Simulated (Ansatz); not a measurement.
# Geometry relaxation, with input and output: CuO (part 1 of 2)

System: CuO (C2/c, 4 atoms in the cell).
Method: DFT r2SCAN+U, scalar-relativistic, plane waves, PAW, Ueff = 4 eV on Cu d (Ansatz 0.2.0).

The structure derives from a Materials Project entry. The run did not end well. Figures and captions count atoms from 1; the log counts them from 0 in places.

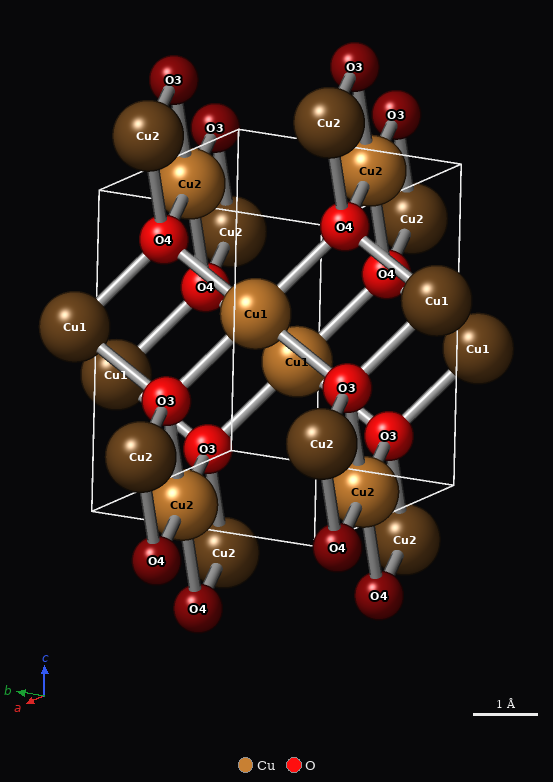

The structure as given in the input (ball-and-stick view of the cell 2 times as large as that of the calculation, set on its symmetry axes, seen at an oblique angle; neighbours outside the cell are drawn fainter; atoms are numbered from 1 in the order of the input). An atom can appear more than once, as a periodic image. Near neighbours in the periodic cell (some may lie outside the picture): Cu has 4 O at 1.95 to 1.96 Å; O has 4 Cu at 1.95 to 1.96 Å.

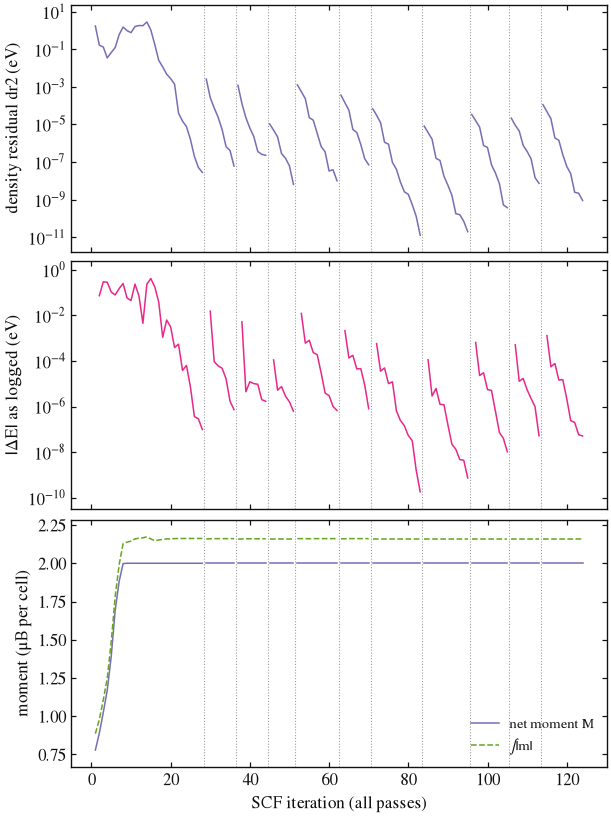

Convergence of the self-consistent field: density residual dr2, size of the energy change and magnetic moment against the SCF iteration. The dotted lines part the SCF passes of the relaxation: geometry steps, rejected trials and re-solves on a re-selected basis. The 11 passes take 7 to 28 iterations each, 124 in all. The net moment goes from 0.8 to 2.0 μB per cell.

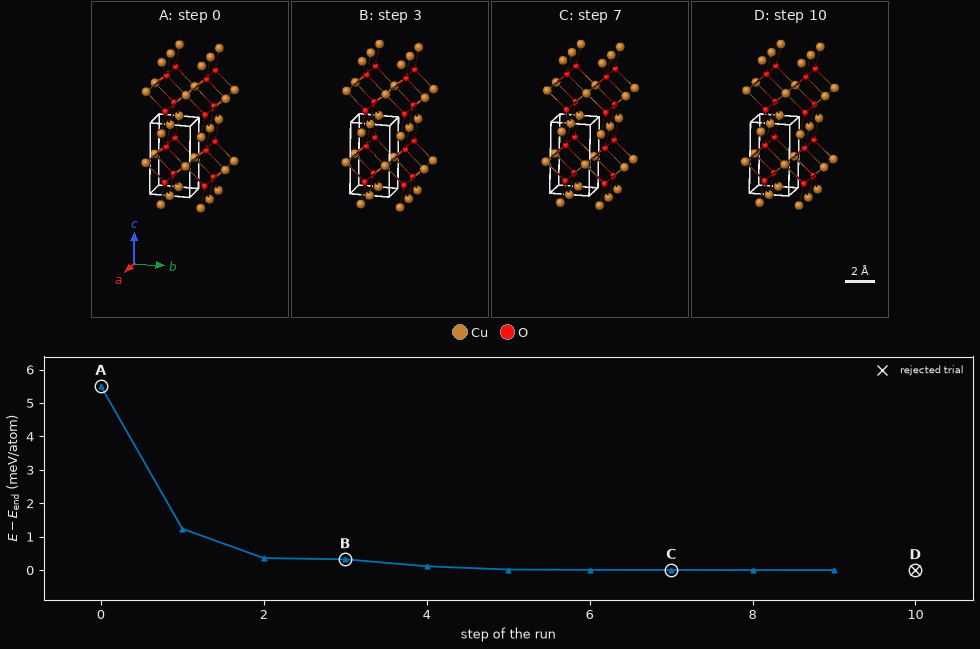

Frames of the relaxation (ball-and-stick view of the cell of the calculation, repeated 2 × 2 × 2, seen slightly off an axis) above the curves, on which the letters mark them (the first geometry is step 0 here and step 1 in the log).

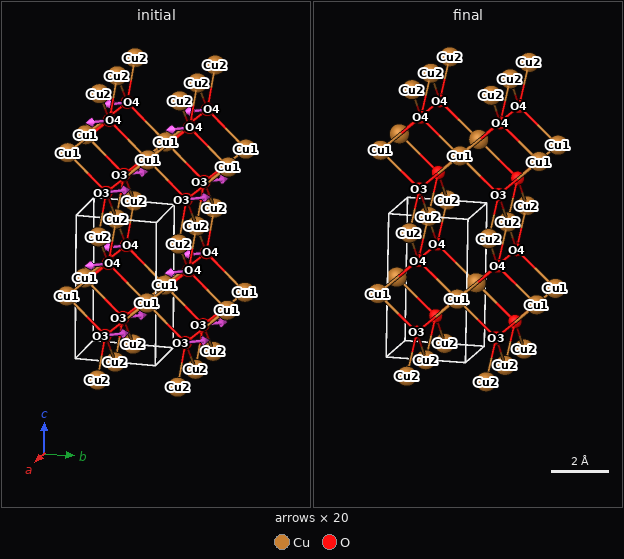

Before (left) and after (right) the relaxation, at one scale (ball-and-stick view of the cell of the calculation, repeated 2 × 2 × 2, seen slightly off an axis). The pink arrows give the displacements (without the part carried along by the change of the cell), magnified 20 times. The run was cut off at its time limit before the relaxation converged, so the last structure is only a point on the way. The largest moves relative to the cell, 0.052 Å, are those of O3 and O4. Cu stays in place. The drawn cell changes as follows: a = b 2.939 → 2.892 Å (−1.6 %), c 5.161 → 5.184 Å (+0.4 %), α 91.8° → 90.1°, β 91.8° → 90.1°, γ 87.4° → 89.4°; the volume changes by −2.6 %. Among the contacts that change: Cu1–O3 1.958 → 1.941 Å. Among the angles that change: Cu1–O3–Cu2 121.3° → 117.1°, Cu1–O3–Cu2 113.5° → 116.5°. The space group stays C2/c (No. 15). Over 10 geometry steps the energy falls by 5.5 meV per atom. The largest force component goes from 0.0048 to 0.0048 eV/Å. The pressure goes from −3.58 to 0.10 GPa. The line search rejected the trial step at point 10 (counted from 0) and went back. (Atoms are counted from 1 in the order of the input.)

The input and output of the run follow.

Input
```yaml
crystal:
  lattice:
    - [2.124735, -2.030431, 0.0]
    - [2.124735, 2.030431, 0.0]
    - [-0.225338, 0.0, 5.155799]
  atoms:
    - { symbol: Cu, position: [0.5, 0.0, 0.5], spin: 0.75 }
    - { symbol: Cu, position: [0.0, 0.5, 0.0], spin: 0.75 }
    - { symbol: O, position: [0.513872, 0.486128, 0.25], spin: 0.35 }
    - { symbol: O, position: [0.486128, 0.513872, 0.75], spin: 0.35 }
basis:
  ecutwfc: 500
kpoints:
  mp_grid: { grid: [12, 12, 8] }
hamiltonian:
  xc: r2scan
  hubbard: { sites: [{ species: Cu, l: d, u_eff: 4.0 }] }
scf:
  occupations: { method: gaussian, width: 0.02 }
output:
  forces: true
  stress: true
  eigenvalues: true
  populations: true
magnetization:
  spin_polarized: true
relax:
  adjacent_minimum: "off"
  f_tol: 0.005
  max_steps: 80
  cell: { stress_tol: 0.05 }
```

Run as:
```bash
ansatz run input.yaml --threads 1 --pin off --max-ram 2560MiB --backend cpu --events-out ev --progress --plain --runs-dir out
```

The program's output
```
Cu: projections on atomic orbitals take those of the free atom [Ne] 3s2 3p6 3d10 4s1, of charge +0.00 (hamiltonian.pseudopotentials.projection_atoms); the dataset's partial waves leave at most 2.0e-6 of an orbital's norm unspanned inside its sphere
O: projections on atomic orbitals take those of the free atom [He] 2s2 2p4, of charge +0.00 (hamiltonian.pseudopotentials.projection_atoms); the dataset's partial waves leave at most 1.9e-8 of an orbital's norm unspanned inside its sphere
Engine: ansatz 0.2.0, x86_64-unknown-linux-gnu
Pseudopotentials: kind: paw
Pseudopotential: Cu, paw, valence charge 19, recommended cutoff 500 eV (meta_gga), Cu.paw.azcp
Pseudopotential: O, paw, valence charge 6, recommended cutoff 500 eV (meta_gga), O.paw.azcp
Functional definition: r2SCAN
  parameter k0 = 0.174
  parameter k1 = 0.065
  parameter a1 = 4.9479
  exchange = r2scan_x(k0 = k0, k1 = k1, a1 = a1)
  correlation = r2scan_c
Crystal: 4 atoms, lattice volume = 44.486 Å³
Basis set: ecut = 500 eV, 1133 PW (Γ), exchange–correlation on 96×96×160 points (64 copies of the dense FFT grid, shifted against one another)
Bands: 32, of which v1, the nominal top of the filled ones, is band 25 counted from 1 (24 counted from 0)
Symmetry: 4 space group operations
Space group: C2/c (ITA 15), of the structure as read, at distance tolerance 3.5e-5 Å
Magnetic group: BNS 15.85 (UNI 92), of the structure as read, at distance tolerance 3.5e-5 Å
k-points: 320 of 1152
Non-local potential: Cu, projectors of the file, l = 0: 3, l = 1: 2, l = 2: 3, l = 3: 1
Non-local potential: O, projectors of the file, l = 0: 2, l = 1: 2, l = 2: 1
PAW form: soft (Blöchl's): semilocal exchange-correlation on the pseudo side does not see the compensation charge
PAW frozen core: Cu, regenerated for the run's functional (the file was generated under x = pbe(κ = 0.804, μ = 0.2195149727645171), c = pbe(β = 0.06672455060314922))
PAW frozen core: O, regenerated for the run's functional (the file was generated under x = pbe(κ = 0.804, μ = 0.2195149727645171), c = pbe(β = 0.06672455060314922))
PAW one-centre angular grid: Cu, 590 points (default); XC on 160 Gauss nodes
PAW one-centre angular grid: O, 302 points (default); XC on 160 Gauss nodes
Initial density: superposition of atomic densities (chi_scale 0.1, normalization cell, long waves kept (reshape's long-wave potential 0.00 eV rms))
Starting moments: Σ|m| = 2.2 μB on 4 of 4 sites
Initial wavefunctions: pseudopotential atomic-orbital guess
Functional: x = r2scan, c = r2scan; τ floored in thin density (d = 2e-4 eV/Å³)
SCF iter   1: F=—  HF=-14394.772522 eV  |F-HF|=—  |Δ(HF+E_count)|=         —  Δρ=8.69e-2 (↑3.98e-2 ↓8.69e-2)  dr2=1.70e0  dr2_τ=1.63e-2  dr2_m=1.22e0  M=0.779 μB ∫|m|=0.886 μB  β_m=0.30  ethr=3.10e-3  ⟨swp⟩=5.4  Hψ=73758  notcnv=0
preconditioner: auto → Kerker (q_TF=auto, 2.782 Å⁻¹)  [metal: Δε(μ)=0.008 eV  Ē_g=14.840 eV  σ=0.020 eV  W_gap=0.21  n_scr=16 (ndim 8)  ℏωp=32.5 eV  f_vac=0.007  D(μ)=2.20/eV (n_scr^D=18)]
spin=Collinear: Kerker preconditioning applied to the charge; magnetization (m = ρ↑ − ρ↓) channel mixes plain (no charge-response kernel on spin).
SCF iter   2: F=—  HF=-14394.844833 eV  |F-HF|=—  |Δ(HF+E_count)|=   7.23e-2  Δρ=3.69e-2 (↑3.69e-2 ↓3.56e-2)  dr2=1.63e-1  dr2_τ=1.14e-2  dr2_m=3.95e-1  M=0.889 μB ∫|m|=0.979 μB  β_m=0.30  ethr=3.10e-3  ⟨swp⟩=2.4  Hψ=34217  notcnv=0  defer=1426  κ⁻¹=1.0e0(r=1)
SCF iter   3: F=—  HF=-14395.139843 eV  |F-HF|=—  |Δ(HF+E_count)|=   2.95e-1  Δρ=2.29e-2 (↑2.25e-2 ↓2.29e-2)  dr2=1.29e-1  dr2_τ=3.29e-3  dr2_m=1.16e-1  M=1.025 μB ∫|m|=1.106 μB  β_m=0.30  ethr=3.26e-4  ⟨swp⟩=2.2  Hψ=29510  notcnv=0  defer=1411  κ⁻¹=5.2e-3(r=2)
SCF iter   4: F=—  HF=-14395.422659 eV  |F-HF|=—  |Δ(HF+E_count)|=   2.83e-1  Δρ=1.10e-2 (↑8.99e-3 ↓1.10e-2)  dr2=3.43e-2  dr2_τ=8.46e-4  dr2_m=2.67e-2  M=1.170 μB ∫|m|=1.249 μB  β_m=1.00  ethr=2.57e-4  ⟨swp⟩=2.5  Hψ=35866  notcnv=0  defer=1414  κ⁻¹=2.9e-3(r=3)
SCF iter   5: F=—  HF=-14395.527704 eV  |F-HF|=—  |Δ(HF+E_count)|=   1.05e-1  Δρ=1.64e-2 (↑7.28e-3 ↓1.64e-2)  dr2=6.57e-2  dr2_τ=7.14e-4  dr2_m=4.87e-2  M=1.391 μB ∫|m|=1.485 μB  β_m=1.00  ethr=6.86e-5  ⟨swp⟩=2.1  Hψ=37451  notcnv=0  defer=1476  κ⁻¹=1.6e-4(r=4)
SCF iter   6: F=—  HF=-14395.605800 eV  |F-HF|=—  |Δ(HF+E_count)|=   7.81e-2  Δρ=2.01e-2 (↑9.55e-3 ↓2.01e-2)  dr2=1.22e-1  dr2_τ=1.44e-3  dr2_m=7.05e-2  M=1.692 μB ∫|m|=1.783 μB  β_m=1.00  ethr=6.86e-5  ⟨swp⟩=2.0  Hψ=41537  notcnv=0  defer=1466  κ⁻¹=2.6e-5(r=5)
SCF iter   7: F=—  HF=-14395.754411 eV  |F-HF|=—  |Δ(HF+E_count)|=   1.49e-1  Δρ=3.02e-2 (↑1.35e-2 ↓3.02e-2)  dr2=5.86e-1  dr2_τ=2.77e-3  dr2_m=5.57e-2  M=1.881 μB ∫|m|=1.990 μB  β_m=1.00  ethr=6.86e-5  ⟨swp⟩=2.6  Hψ=38113  notcnv=0  defer=1467  κ⁻¹=1.1e-5(r=6)
SCF iter   8: F=—  HF=-14396.002184 eV  |F-HF|=—  |Δ(HF+E_count)|=   2.48e-1  Δρ=4.14e-2 (↑2.47e-2 ↓4.14e-2)  dr2=1.50e0  dr2_τ=5.44e-3  dr2_m=4.22e-2  M=1.998 μB ∫|m|=2.129 μB  β_m=0.30  ethr=6.86e-5  ⟨swp⟩=2.2  Hψ=36896  notcnv=0  defer=1540  κ⁻¹=8.4e-6(r=7)
SCF iter   9: F=—  HF=-14396.059390 eV  |F-HF|=—  |Δ(HF+E_count)|=   5.72e-2  Δρ=3.29e-2 (↑2.03e-2 ↓3.29e-2)  dr2=9.60e-1  dr2_τ=3.35e-3  dr2_m=2.59e-2  M=2.000 μB ∫|m|=2.138 μB  β_m=0.30  ethr=6.86e-5  ⟨swp⟩=2.3  Hψ=37791  notcnv=0  defer=1640  κ⁻¹=2.0e-6(r=8)
SCF iter  10: F=—  HF=-14396.103992 eV  |F-HF|=—  |Δ(HF+E_count)|=   4.46e-2  Δρ=2.90e-2 (↑1.82e-2 ↓2.90e-2)  dr2=7.54e-1  dr2_τ=2.54e-3  dr2_m=1.80e-2  M=2.000 μB ∫|m|=2.145 μB  β_m=0.30  ethr=6.86e-5  ⟨swp⟩=2.3  Hψ=35286  notcnv=0  defer=1712  κ⁻¹=3.8e-6(r=8)
SCF iter  11: F=—  HF=-14396.337140 eV  |F-HF|=—  |Δ(HF+E_count)|=   2.33e-1  Δρ=4.22e-2 (↑2.58e-2 ↓4.22e-2)  dr2=1.60e0  dr2_τ=5.90e-3  dr2_m=3.23e-2  M=2.000 μB ∫|m|=2.159 μB  β_m=0.30  ethr=6.86e-5  ⟨swp⟩=2.6  Hψ=32325  notcnv=0  defer=1715  κ⁻¹=3.2e-6(r=8)
SCF iter  12: F=—  HF=-14396.408501 eV  |F-HF|=—  |Δ(HF+E_count)|=   7.14e-2  Δρ=4.37e-2 (↑2.83e-2 ↓4.37e-2)  dr2=1.80e0  dr2_τ=6.01e-3  dr2_m=2.74e-2  M=2.000 μB ∫|m|=2.164 μB  β_m=0.30  ethr=6.86e-5  ⟨swp⟩=1.6  Hψ=24870  notcnv=0  defer=1715  κ⁻¹=1.2e-6(r=8)
SCF iter  13: F=—  HF=-14396.412968 eV  |F-HF|=—  |Δ(HF+E_count)|=   4.47e-3  Δρ=4.23e-2 (↑2.93e-2 ↓4.23e-2)  dr2=1.77e0  dr2_τ=5.85e-3  dr2_m=1.92e-2  M=2.000 μB ∫|m|=2.166 μB  β_m=0.30  ethr=6.86e-5  ⟨swp⟩=1.9  Hψ=21036  notcnv=0  defer=1715  κ⁻¹=8.9e-8(r=8)
SCF iter  14: F=—  HF=-14396.643610 eV  |F-HF|=—  |Δ(HF+E_count)|=   2.31e-1  Δρ=5.23e-2 (↑3.73e-2 ↓5.23e-2)  dr2=2.79e0  dr2_τ=9.63e-3  dr2_m=2.44e-2  M=2.000 μB ∫|m|=2.173 μB  β_m=0.30  ethr=6.86e-5  ⟨swp⟩=2.5  Hψ=32272  notcnv=0  defer=1713  κ⁻¹=8.6e-8(r=8)
SCF iter  15: F=—  HF=-14396.234602 eV  |F-HF|=—  |Δ(HF+E_count)|=   4.09e-1  Δρ=2.95e-2 (↑2.54e-2 ↓2.95e-2)  dr2=1.05e0  dr2_τ=4.90e-3  dr2_m=2.27e-3  M=2.000 μB ∫|m|=2.159 μB  β_m=1.20  ethr=6.86e-5  ⟨swp⟩=3.0  Hψ=43893  notcnv=0  defer=1712
Mixer restart at iter 15: flushing history
spin-set hold released at iteration 15 (site moments' squared step at or under half its running peak, from the soft ceiling on): the magnetisation degrees of freedom join the quasi-Newton model from the next iteration; the mixer history was flushed
SCF iter  16: F=—  HF=-14396.058291 eV  |F-HF|=—  |Δ(HF+E_count)|=   1.76e-1  Δρ=1.44e-2 (↑1.44e-2 ↓6.49e-3)  dr2=1.76e-1  dr2_τ=2.09e-3  dr2_m=7.69e-3  M=2.000 μB ∫|m|=2.147 μB  β_m=1.20  ethr=6.86e-5  ⟨swp⟩=3.0  Hψ=41697  notcnv=0  defer=1716  κ⁻¹=1.0e0(r=1)
SCF iter  17: F=—  HF=-14396.020404 eV  |F-HF|=—  |Δ(HF+E_count)|=   3.79e-2  Δρ=4.94e-3 (↑3.78e-3 ↓4.94e-3)  dr2=2.55e-2  dr2_τ=2.22e-4  dr2_m=3.68e-4  M=2.000 μB ∫|m|=2.152 μB  β_m=1.20  ethr=6.86e-5  ⟨swp⟩=2.0  Hψ=42955  notcnv=0  defer=1724  κ⁻¹=5.7e-2(r=2)
SCF iter  18: F=—  HF=-14396.019316 eV  |F-HF|=—  |Δ(HF+E_count)|=   1.09e-3  Δρ=3.02e-3 (↑3.02e-3 ↓3.00e-3)  dr2=1.14e-2  dr2_τ=1.17e-4  dr2_m=7.09e-5  M=2.000 μB ∫|m|=2.156 μB  β_m=1.20  ethr=5.11e-5  ⟨swp⟩=2.1  Hψ=22374  notcnv=0  defer=1724  κ⁻¹=3.6e-3(r=3)
SCF iter  19: F=—  HF=-14396.025538 eV  |F-HF|=—  |Δ(HF+E_count)|=   6.22e-3  Δρ=2.86e-3 (↑1.58e-3 ↓2.86e-3)  dr2=4.68e-3  dr2_τ=4.86e-5  dr2_m=1.93e-4  M=2.000 μB ∫|m|=2.159 μB  β_m=1.20  ethr=2.27e-5  ⟨swp⟩=2.2  Hψ=34427  notcnv=0  defer=1724  κ⁻¹=1.2e-3(r=4)
SCF iter  20: F=—  HF=-14396.028642 eV  |F-HF|=—  |Δ(HF+E_count)|=   3.10e-3  Δρ=2.26e-3 (↑1.18e-3 ↓2.26e-3)  dr2=2.73e-3  dr2_τ=1.82e-5  dr2_m=1.52e-4  M=2.000 μB ∫|m|=2.160 μB  β_m=1.20  ethr=9.37e-6  ⟨swp⟩=2.5  Hψ=30911  notcnv=0  defer=1724  κ⁻¹=1.9e-4(r=5)
SCF iter  21: F=—  HF=-14396.029028 eV  |F-HF|=—  |Δ(HF+E_count)|=   3.86e-4  Δρ=1.55e-3 (↑8.75e-4 ↓1.55e-3)  dr2=1.36e-3  dr2_τ=7.92e-6  dr2_m=6.15e-5  M=2.000 μB ∫|m|=2.161 μB  β_m=1.20  ethr=5.46e-6  ⟨swp⟩=1.0  Hψ=18955  notcnv=0  defer=1724  κ⁻¹=4.2e-5(r=6)
SCF iter  22: F=—  HF=-14396.029571 eV  |F-HF|=—  |Δ(HF+E_count)|=   5.42e-4  Δρ=2.10e-4 (↑1.57e-4 ↓2.10e-4)  dr2=3.92e-5  dr2_τ=3.84e-7  dr2_m=3.22e-6  M=2.000 μB ∫|m|=2.162 μB  β_m=1.20  ethr=2.73e-6  ⟨swp⟩=2.3  Hψ=31770  notcnv=0  defer=1724  κ⁻¹=6.5e-6(r=7)
SCF iter  23: F=—  HF=-14396.029609 eV  |F-HF|=—  |Δ(HF+E_count)|=   3.84e-5  Δρ=1.82e-4 (↑1.52e-4 ↓1.82e-4)  dr2=1.50e-5  dr2_τ=1.52e-7  dr2_m=2.38e-7  M=2.000 μB ∫|m|=2.162 μB  β_m=1.20  ethr=7.83e-8  ⟨swp⟩=2.0  Hψ=29544  notcnv=0  defer=1724  κ⁻¹=4.4e-6(r=8)
SCF iter  24: F=—  HF=-14396.029672 eV  |F-HF|=—  |Δ(HF+E_count)|=   6.32e-5  Δρ=1.10e-4 (↑9.79e-5 ↓1.10e-4)  dr2=7.62e-6  dr2_τ=4.22e-8  dr2_m=8.67e-8  M=2.000 μB ∫|m|=2.162 μB  β_m=1.20  ethr=2.99e-8  ⟨swp⟩=2.0  Hψ=34804  notcnv=0  defer=1724  κ⁻¹=1.4e-5(r=8)
SCF iter  25: F=—  HF=-14396.029679 eV  |F-HF|=—  |Δ(HF+E_count)|=   7.21e-6  Δρ=4.59e-5 (↑3.87e-5 ↓4.59e-5)  dr2=1.59e-6  dr2_τ=2.13e-8  dr2_m=3.32e-8  M=2.000 μB ∫|m|=2.162 μB  β_m=1.20  ethr=1.52e-8  ⟨swp⟩=2.0  Hψ=34544  notcnv=0  defer=1724  κ⁻¹=7.3e-6(r=8)
SCF iter  26: F=—  HF=-14396.029679 eV  |F-HF|=—  |Δ(HF+E_count)|=   3.61e-7  Δρ=1.43e-5 (↑1.38e-5 ↓1.43e-5)  dr2=1.98e-7  dr2_τ=2.70e-9  dr2_m=2.21e-9  M=2.000 μB ∫|m|=2.162 μB  β_m=1.20  ethr=3.18e-9  ⟨swp⟩=2.0  Hψ=26203  notcnv=0  defer=1724  κ⁻¹=4.5e-6(r=8)
SCF iter  27: F=—  HF=-14396.029679 eV  |F-HF|=—  |Δ(HF+E_count)|=   2.91e-7  Δρ=7.89e-6 (↑7.89e-6 ↓7.37e-6)  dr2=5.14e-8  dr2_τ=5.25e-10  dr2_m=4.71e-10  M=2.000 μB ∫|m|=2.162 μB  β_m=1.20  ethr=2.00e-10  ⟨swp⟩=6.8  Hψ=85311  notcnv=0  κ⁻¹=8.0e-6(r=8)
SCF iter  28: F=-14396.029679 eV  HF=-14396.029679 eV  |F-HF|=4.56e-8  |Δ(HF+E_count)|=   9.79e-8  Δρ=6.22e-6 (↑5.77e-6 ↓6.22e-6)  dr2=2.80e-8  dr2_τ=2.89e-10  dr2_m=1.38e-10  M=2.000 μB ∫|m|=2.162 μB  ethr=1.03e-10  ⟨swp⟩=3.0  Hψ=55044  notcnv=0
SCF 1 converged in 28 iterations: F = -14396.029679 eV  dr2 = 2.80e-8
  greatest PAW one-centre occupation: 1.000 electrons in one spin orbital (limit 2), on the Cu atom at site 1 (counted from 0), in its partial waves of l = 0
relax step   1: F+E_penalty+E_count = -14396.02967940 eV  Δ(F+E_penalty+E_count) = +0.000e0 eV  max|allowed force component| = 4.843e-3 eV/Å  Δτ_max = 0.0000 Å  P = -3.576 GPa  Ω = 44.486 Å³  (28 SCF iters, dr2 threshold 1.00e-7 eV, accepted)
Crystal: 4 atoms, lattice volume = 43.768 Å³
Basis set: ecut = 500 eV, 1103 PW (Γ), exchange–correlation on 96×96×160 points (64 copies of the dense FFT grid, shifted against one another)
Initial density: handed on by an earlier stage of this run
Starting moments: Σ|m| = 2.2 μB on 4 of 4 sites; this step starts from the density that it was given
Initial wavefunctions: those handed on with the density
iter 1 solved again at ethr=4.96e-6 eV; its pass at ethr=3.10e-3 eV (dr2=2.48e-3 eV) is discarded
```
